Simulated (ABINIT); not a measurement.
# Geometry relaxation of SnSe (part 1 of 3)

System: SnSe (Fm-3m, 2 atoms in the cell).
Method: Kohn-Sham DFT of a periodic cell, LDA, PseudoDojo NC SR LDA v0.4.1 standard, no spin polarisation (ABINIT 10.8.3).

The structure derives from an entry of the Crystallography Open Database.

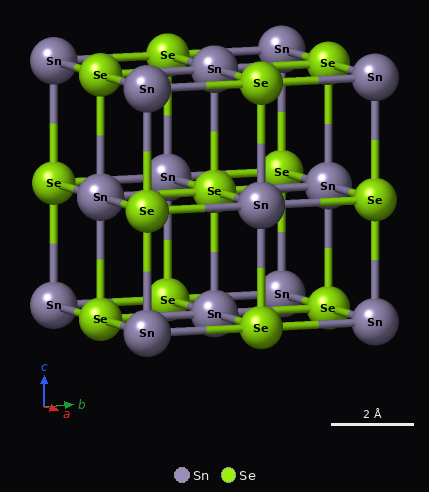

The input geometry (ball-and-stick view of the cell 4 times as large as that of the calculation, set on its symmetry axes, seen slightly off an axis). An atom can appear more than once, as a periodic image. Near neighbours in the periodic cell (some may lie outside the picture): Sn has 6 Se at 3.01 Å; Se has 6 Sn at 3.01 Å.

### Input
```
pp_dirpath "./"
pseudos "Sn.upf, Se.upf"

acell 3*1.0 Angstrom
rprim
     0.0000000000     3.0100000000     3.0100000000
     3.0100000000     0.0000000000     3.0100000000
     3.0100000000     3.0100000000     0.0000000000
ntypat 2
znucl 50 34
natom 2
typat 1 2
chkprim 0
chksymtnons 0
tolsym 1.0e-6
xred
            0.0            0.0            0.0
            1/2            1/2            1/2

ecut 43.0
ecutsm 0.5

kptopt 1
ngkpt 6 6 6
nshiftk 1
shiftk 0.0 0.0 0.0

ixc 7

nband 19
occopt 3
tsmear 0.05 eV

nstep 80
tolvrs 1.0e-12

iomode 3
prteig 0
prtebands 0
prtwf 0
prtden 0

ionmov 2
optcell 2
ntime 50
tolmxf 2.0e-5
dilatmx 1.08
```

Run on 4 threads of AMD EPYC (Zen 3), 192 GiB of memory available, shared host.

Launched with:
```bash
mpirun --bind-to none -np 4 abinit run.abi > log 2>&1
```

### The program's output
```
.Version 10.8.3 of ABINIT
 Symmetries : space group Fm -3 m (#225); Bravais cF (face-center cubic)
================================================================================
 Values of the parameters that define the memory need of the present run
     intxc =       0    ionmov =       2      iscf =       7    lmnmax =       6
     lnmax =       6     mgfft =      54  mpssoang =       3    mqgrid =    3001
     natom =       2  nloc_mem =       1    nspden =       1   nspinor =       1
    nsppol =       1      nsym =      48    n1xccc =    2501    ntypat =       2
    occopt =       3   xclevel =       1
       mpw =        6253          nfft =      157464          nkpt =          16
================================================================================
================================================================================

--------------------------------------------------------------------------------
------------- Echo of variables that govern the present computation ------------
--------------------------------------------------------------------------------
 -outvars: echo values of preprocessed input variables --------
            acell      1.8897261259E+00  1.8897261259E+00  1.8897261259E+00 Bohr
              amu      1.18710000E+02  7.89600000E+01
          chkprim           0
      chksymtnons           0
          dilatmx      1.08000000E+00
             ecut      4.30000000E+01 Hartree
           ecutsm      5.00000000E-01 Hartree
           ionmov           2
              ixc           7
         kptrlatt        6    0    0      0    6    0      0    0    6
          kptrlen      4.82649223E+01
            natom           2
            nband          19
            ngfft          54      54      54
             nkpt          16
            nstep          80
             nsym          48
            ntime          50
           ntypat           2
           occopt           3
          optcell           2
           prtden           0
        prtebands           0
           prteig           0
            prtwf           0
            rprim      0.0000000000E+00  3.0100000000E+00  3.0100000000E+00
                       3.0100000000E+00  0.0000000000E+00  3.0100000000E+00
                       3.0100000000E+00  3.0100000000E+00  0.0000000000E+00
          spgroup         225
           tolmxf      2.00000000E-05
           tolsym      1.00000000E-06
           tolvrs      1.00000000E-12
           tsmear      1.83746611E-03 Hartree
            typat      1  2
           xangst      0.0000000000E+00  0.0000000000E+00  0.0000000000E+00
                       3.0100000000E+00  3.0100000000E+00  3.0100000000E+00
            xcart      0.0000000000E+00  0.0000000000E+00  0.0000000000E+00
                       5.6880756390E+00  5.6880756390E+00  5.6880756390E+00
             xred      0.0000000000E+00  0.0000000000E+00  0.0000000000E+00
                       5.0000000000E-01  5.0000000000E-01  5.0000000000E-01
            znucl       50.00000   34.00000

================================================================================

 chkinp: Checking input parameters for consistency.

================================================================================
== DATASET  1 ==================================================================

--- !DatasetInfo
iteration_state: {dtset: 1, }
dimensions: {natom: 2, nkpt: 16, mband: 19, nsppol: 1, nspinor: 1, nspden: 1, mpw: 6253, }
cutoff_energies: {ecut:  43.0, pawecutdg:  -1.0, }
electrons: {nelect:   3.00000000E+01, charge:   0.00000000E+00, occopt:   3.00000000E+00, tsmear:   1.83746611E-03, }
meta: {optdriver: 0, ionmov: 2, optcell: 2, iscf: 7, paral_kgb: 0, }
...

 Exchange-correlation functional for the present dataset will be:
  LDA: Perdew-Wang 92 LSD fit to Ceperley-Alder data - ixc=7
  J.P.Perdew and Y.Wang, PRB 45, 13244 (1992)

 Real(R)+Recip(G) space primitive vectors, cartesian coordinates (Bohr,Bohr^-1):
 R(1)=  0.0000000  5.6880756  5.6880756  G(1)= -0.0879032  0.0879032  0.0879032
 R(2)=  5.6880756  0.0000000  5.6880756  G(2)=  0.0879032 -0.0879032  0.0879032
 R(3)=  5.6880756  5.6880756  0.0000000  G(3)=  0.0879032  0.0879032 -0.0879032
 Unit cell volume ucvol=  3.6806632E+02 bohr^3
 Angles (23,13,12)=  6.00000000E+01  6.00000000E+01  6.00000000E+01 degrees

 getcut: wavevector=  0.0000  0.0000  0.0000  ngfft=  54  54  54
         ecut(hartree)=     50.155   => boxcut(ratio)=   2.10639

--- Pseudopotential description ------------------------------------------------
- pspini: atom type   1  psp file is ./Sn.upf
  50.00000  14.00000  180309                  znucl, zion, pspdat
12 -1012 2 -1 1608                            pspcod,pspxc,lmax,lloc,mmax
     nproj     2     2     2

- pspini: atom type   2  psp file is ./Se.upf
  34.00000  16.00000  180309                  znucl, zion, pspdat
12 -1012 2 -1 1198                            pspcod,pspxc,lmax,lloc,mmax
     nproj     2     2     2

   1.82573548E+03                                ecore*ucvol(ha*bohr**3)
--------------------------------------------------------------------------------

================================================================================

=== [ionmov= 2] Broyden-Fletcher-Goldfarb-Shanno method (forces)
================================================================================

--- Iteration: ( 1/50) Internal Cycle: (1/1)
--------------------------------------------------------------------------------

---SELF-CONSISTENT-FIELD CONVERGENCE--------------------------------------------

--- !BeginCycle
iteration_state: {dtset: 1, itime: 1, icycle: 1, }
solver: {iscf: 7, nstep: 80, nline: 4, wfoptalg: 0, }
tolerances: {tolvrs: 1.00E-12, }
...

     iter   Etot(hartree)      deltaE(h)  residm     vres2
 ETOT  1  -198.97545258065    -1.990E+02 9.864E-01 1.164E+02
 ETOT  2  -199.78937092830    -8.139E-01 4.045E-02 2.090E+01
 ETOT  3  -199.79166199260    -2.291E-03 1.888E-03 5.359E-01
 ETOT  4  -199.79170339907    -4.141E-05 1.141E-03 6.730E-02
 ETOT  5  -199.79171066984    -7.271E-06 7.395E-04 9.443E-03
 ETOT  6  -199.79171141997    -7.501E-07 4.762E-04 3.363E-04
 ETOT  7  -199.79171145055    -3.058E-08 2.547E-04 3.175E-05
 ETOT  8  -199.79171145349    -2.940E-09 1.476E-04 8.542E-07
 ETOT  9  -199.79171145360    -1.046E-10 9.242E-05 5.729E-10
 ETOT 10  -199.79171145357     2.973E-11 4.183E-05 1.304E-12
 ETOT 11  -199.79171145360    -2.839E-11 5.497E-05 2.822E-14

 At SCF step   11       vres2   =  2.82E-14 < tolvrs=  1.00E-12 =>converged.

 Cartesian components of stress tensor (hartree/bohr^3)
  sigma(1 1)=  1.24765226E-04  sigma(3 2)=  0.00000000E+00
  sigma(2 2)=  1.24765226E-04  sigma(3 1)=  0.00000000E+00
  sigma(3 3)=  1.24765226E-04  sigma(2 1)=  0.00000000E+00

--- !ResultsGS
iteration_state: {dtset: 1, itime: 1, icycle: 1, }
comment   : Summary of ground state results
lattice_vectors:
- [  0.0000000,   5.6880756,   5.6880756, ]
- [  5.6880756,   0.0000000,   5.6880756, ]
- [  5.6880756,   5.6880756,   0.0000000, ]
lattice_lengths: [   8.04415,    8.04415,    8.04415, ]
lattice_angles: [ 60.000,  60.000,  60.000, ] # degrees, (23, 13, 12)
lattice_volume:   3.6806632E+02
convergence: {deltae: -2.839E-11, res2:  2.822E-14, residm:  5.497E-05, diffor: null, }
etotal    :  -1.99791711E+02
entropy   :   0.00000000E+00
fermie    :   1.77726569E-01
cartesian_stress_tensor: # hartree/bohr^3
- [  1.24765226E-04,   0.00000000E+00,   0.00000000E+00, ]
- [  0.00000000E+00,   1.24765226E-04,   0.00000000E+00, ]
- [  0.00000000E+00,   0.00000000E+00,   1.24765226E-04, ]
pressure_GPa:  -3.6707E+00
xred      :
- [  0.0000E+00,   0.0000E+00,   0.0000E+00, Sn]
- [  5.0000E-01,   5.0000E-01,   5.0000E-01, Se]
cartesian_forces: # hartree/bohr
- [ -0.00000000E+00,  -0.00000000E+00,  -0.00000000E+00, ]
- [ -0.00000000E+00,  -0.00000000E+00,  -0.00000000E+00, ]
force_length_stats: {min:   0.00000000E+00, max:   0.00000000E+00, mean:   0.00000000E+00, }
...

 Integrated electronic density in atomic spheres:
 ------------------------------------------------
 Atom  Sphere_radius  Integrated_density
    1        2.00000         10.53611356
    2        2.00000         13.21009104

---OUTPUT-----------------------------------------------------------------------

 Cartesian coordinates (xcart) [bohr]
  0.00000000000000E+00  0.00000000000000E+00  0.00000000000000E+00
  5.68807563898242E+00  5.68807563898242E+00  5.68807563898242E+00
 Reduced coordinates (xred)
  0.00000000000000E+00  0.00000000000000E+00  0.00000000000000E+00
  5.00000000000000E-01  5.00000000000000E-01  5.00000000000000E-01
 Cartesian forces (fcart) [Ha/bohr]; max,rms= 0.00000E+00 0.00000E+00 (free atoms)
 -0.00000000000000E+00 -0.00000000000000E+00 -0.00000000000000E+00
 -0.00000000000000E+00 -0.00000000000000E+00 -0.00000000000000E+00
 Gradient of E wrt nuclear positions in reduced coordinates (gred)
  0.00000000000000E+00  0.00000000000000E+00  0.00000000000000E+00
  0.00000000000000E+00  0.00000000000000E+00  0.00000000000000E+00
 Scale of Primitive Cell (acell) [bohr]
  1.88972612590778E+00  1.88972612590778E+00  1.88972612590778E+00
 Real space primitive translations (rprimd) [bohr]
  0.00000000000000E+00  5.68807563898242E+00  5.68807563898242E+00
  5.68807563898242E+00  0.00000000000000E+00  5.68807563898242E+00
  5.68807563898242E+00  5.68807563898242E+00  0.00000000000000E+00
 Unitary Cell Volume (ucvol) [Bohr^3]=  3.68066324583365E+02
 Angles (23,13,12)= [degrees]
  6.00000000000000E+01  6.00000000000000E+01  6.00000000000000E+01
 Lengths [Bohr]
  8.04415371245295E+00  8.04415371245295E+00  8.04415371245295E+00
 Stress tensor in cartesian coordinates (strten) [Ha/bohr^3]
  1.24765225584621E-04  0.00000000000000E+00  0.00000000000000E+00
  0.00000000000000E+00  1.24765225584618E-04  0.00000000000000E+00
  0.00000000000000E+00  0.00000000000000E+00  1.24765225584614E-04
 Total energy (etotal) [Ha]= -1.99791711453597E+02

--- Iteration: ( 2/50) Internal Cycle: (1/1)
--------------------------------------------------------------------------------

---SELF-CONSISTENT-FIELD CONVERGENCE--------------------------------------------

--- !BeginCycle
iteration_state: {dtset: 1, itime: 2, icycle: 1, }
solver: {iscf: 7, nstep: 80, nline: 4, wfoptalg: 0, }
tolerances: {tolvrs: 1.00E-12, }
...

     iter   Etot(hartree)      deltaE(h)  residm     vres2
 ETOT  1  -199.78567338219    -1.998E+02 1.880E-04 8.777E+01
 ETOT  2  -199.79063427893    -4.961E-03 6.830E-05 2.332E+01
 ETOT  3  -199.79217939388    -1.545E-03 3.485E-05 2.436E-01
 ETOT  4  -199.79218930068    -9.907E-06 1.142E-05 1.033E-02
 ETOT  5  -199.79218973108    -4.304E-07 1.544E-06 5.568E-04
 ETOT  6  -199.79218977661    -4.553E-08 4.152E-06 2.437E-06
 ETOT  7  -199.79218977670    -8.316E-11 6.487E-07 1.909E-08
 ETOT  8  -199.79218977671    -9.038E-12 2.223E-06 1.962E-10
 ETOT  9  -199.79218977669     1.504E-11 3.225E-07 5.963E-12
 ETOT 10  -199.79218977671    -1.481E-11 1.168E-06 2.587E-14

 At SCF step   10       vres2   =  2.59E-14 < tolvrs=  1.00E-12 =>converged.

 Cartesian components of stress tensor (hartree/bohr^3)
  sigma(1 1)=  1.07356457E-04  sigma(3 2)=  0.00000000E+00
  sigma(2 2)=  1.07356457E-04  sigma(3 1)=  0.00000000E+00
  sigma(3 3)=  1.07356457E-04  sigma(2 1)=  0.00000000E+00

--- !ResultsGS
iteration_state: {dtset: 1, itime: 2, icycle: 1, }
comment   : Summary of ground state results
lattice_vectors:
- [  0.0000000,   5.6667854,   5.6667854, ]
- [  5.6667854,   0.0000000,   5.6667854, ]
- [  5.6667854,   5.6667854,   0.0000000, ]
lattice_lengths: [   8.01404,    8.01404,    8.01404, ]
lattice_angles: [ 60.000,  60.000,  60.000, ] # degrees, (23, 13, 12)
lattice_volume:   3.6394881E+02
convergence: {deltae: -1.481E-11, res2:  2.587E-14, residm:  1.168E-06, diffor: null, }
etotal    :  -1.99792190E+02
entropy   :   0.00000000E+00
fermie    :   1.82662800E-01
cartesian_stress_tensor: # hartree/bohr^3
- [  1.07356457E-04,   0.00000000E+00,   0.00000000E+00, ]
- [  0.00000000E+00,   1.07356457E-04,   0.00000000E+00, ]
- [  0.00000000E+00,   0.00000000E+00,   1.07356457E-04, ]
pressure_GPa:  -3.1585E+00
xred      :
- [  0.0000E+00,   0.0000E+00,   0.0000E+00, Sn]
- [  5.0000E-01,   5.0000E-01,   5.0000E-01, Se]
cartesian_forces: # hartree/bohr
- [ -0.00000000E+00,  -0.00000000E+00,  -0.00000000E+00, ]
- [ -0.00000000E+00,  -0.00000000E+00,  -0.00000000E+00, ]
force_length_stats: {min:   0.00000000E+00, max:   0.00000000E+00, mean:   0.00000000E+00, }
...

 Integrated electronic density in atomic spheres:
 ------------------------------------------------
 Atom  Sphere_radius  Integrated_density
    1        2.00000         10.54554531
    2        2.00000         13.22167488

---OUTPUT-----------------------------------------------------------------------

 Cartesian coordinates (xcart) [bohr]
  0.00000000000000E+00  0.00000000000000E+00  0.00000000000000E+00
  5.66678541777522E+00  5.66678541777522E+00  5.66678541777522E+00
 Reduced coordinates (xred)
  0.00000000000000E+00  0.00000000000000E+00  0.00000000000000E+00
  5.00000000000000E-01  5.00000000000000E-01  5.00000000000000E-01
 Cartesian forces (fcart) [Ha/bohr]; max,rms= 0.00000E+00 0.00000E+00 (free atoms)
 -0.00000000000000E+00 -0.00000000000000E+00 -0.00000000000000E+00
 -0.00000000000000E+00 -0.00000000000000E+00 -0.00000000000000E+00
 Gradient of E wrt nuclear positions in reduced coordinates (gred)
  0.00000000000000E+00  0.00000000000000E+00  0.00000000000000E+00
  0.00000000000000E+00  0.00000000000000E+00  0.00000000000000E+00
 Scale of Primitive Cell (acell) [bohr]
  8.01404479287581E+00  8.01404479287581E+00  8.01404479287581E+00
 Real space primitive translations (rprimd) [bohr]
  0.00000000000000E+00  5.66678541777522E+00  5.66678541777522E+00
  5.66678541777522E+00  0.00000000000000E+00  5.66678541777522E+00
  5.66678541777522E+00  5.66678541777522E+00  0.00000000000000E+00
 Unitary Cell Volume (ucvol) [Bohr^3]=  3.63948805785640E+02
 Angles (23,13,12)= [degrees]
  6.00000000000000E+01  6.00000000000000E+01  6.00000000000000E+01
 Lengths [Bohr]
  8.01404479287580E+00  8.01404479287580E+00  8.01404479287580E+00
 Stress tensor in cartesian coordinates (strten) [Ha/bohr^3]
  1.07356456733061E-04  0.00000000000000E+00  0.00000000000000E+00
  0.00000000000000E+00  1.07356456733061E-04  0.00000000000000E+00
  0.00000000000000E+00  0.00000000000000E+00  1.07356456733059E-04
 Total energy (etotal) [Ha]= -1.99792189776705E+02

 Difference of energy with previous step (new-old):
           Absolute (Ha)=-4.78323E-04
           Relative     =-2.39411E-06

--- Iteration: ( 3/50) Internal Cycle: (1/1)
--------------------------------------------------------------------------------

---SELF-CONSISTENT-FIELD CONVERGENCE--------------------------------------------

--- !BeginCycle
iteration_state: {dtset: 1, itime: 3, icycle: 1, }
solver: {iscf: 7, nstep: 80, nline: 4, wfoptalg: 0, }
tolerances: {tolvrs: 1.00E-12, }
...

     iter   Etot(hartree)      deltaE(h)  residm     vres2
 ETOT  1  -199.60627889403    -1.996E+02 9.730E-04 2.629E+03
 ETOT  2  -199.75395948063    -1.477E-01 1.546E-05 6.163E+02
 ETOT  3  -199.79300834931    -3.905E-02 1.043E-03 7.180E+00
 ETOT  4  -199.79334105093    -3.327E-04 1.219E-05 2.605E-01
 ETOT  5  -199.79335102561    -9.975E-06 7.647E-07 1.488E-02
 ETOT  6  -199.79335225627    -1.231E-06 1.077E-07 1.277E-04
 ETOT  7  -199.79335226248    -6.207E-09 5.538E-08 1.007E-06
 ETOT  8  -199.79335226256    -7.856E-11 7.866E-08 6.107E-09
 ETOT  9  -199.79335226255     1.108E-11 3.434E-08 7.435E-11
 ETOT 10  -199.79335226255    -3.183E-12 4.941E-08 9.513E-13

 At SCF step   10       vres2   =  9.51E-13 < tolvrs=  1.00E-12 =>converged.

 Cartesian components of stress tensor (hartree/bohr^3)
  sigma(1 1)= -1.30606186E-05  sigma(3 2)=  0.00000000E+00
  sigma(2 2)= -1.30606186E-05  sigma(3 1)=  0.00000000E+00
  sigma(3 3)= -1.30606186E-05  sigma(2 1)=  0.00000000E+00
```
